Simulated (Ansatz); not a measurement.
A periodic structure is given below.

```cif
data_structure
_symmetry_space_group_name_H-M 'P 1'
_symmetry_Int_Tables_number 1
_cell_length_a 2.4957
_cell_length_b 7.9242
_cell_length_c 4.3216
_cell_angle_alpha 90.000
_cell_angle_beta 90.000
_cell_angle_gamma 90.000
_cell_volume 85.47
loop_
_atom_site_label
_atom_site_type_symbol
_atom_site_fract_x
_atom_site_fract_y
_atom_site_fract_z
_atom_site_occupancy
B1 B 0.50000 0.00000 0.50003 1
N1 N 0.50000 0.00000 0.16667 1
B2 B 0.50000 0.50000 0.00003 1
N2 N 0.50000 0.50000 0.66667 1
B3 B 0.00000 0.00000 0.00003 1
N3 N 0.00000 0.00000 0.66667 1
B4 B 0.00000 0.50000 0.50003 1
N4 N 0.00000 0.50000 0.16667 1
```

**What does this file describe?**

Composition: BN. Space group Fmm2 (No. 42), lattice face-centred orthorhombic. The cell has 8 atoms, namely 4 B, 4 N. Around each B lie three N in a trigonal planar arrangement at 1.44 Å. N is coordinated by three B in a trigonal planar arrangement at 1.44 Å. The bonds build BN layers parallel to (010).

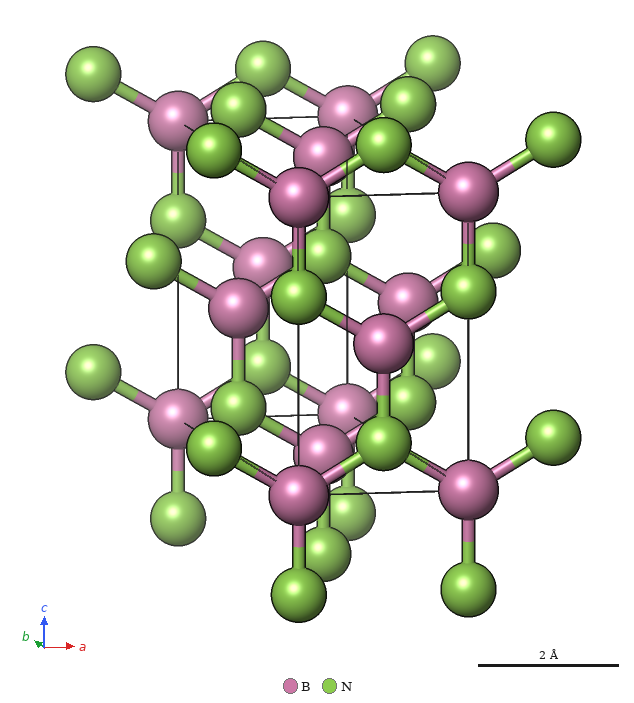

A ball-and-stick rendering, viewed slightly off an axis. One conventional unit cell is framed, with atoms on its boundary repeated. Some neighbours outside the box are added. Colours: boron pink, nitrogen green.

Starting structure: a structure listed in the Materials Project. It was relaxed with DFT HSE06, scalar-relativistic, plane waves, PAW (Ansatz).
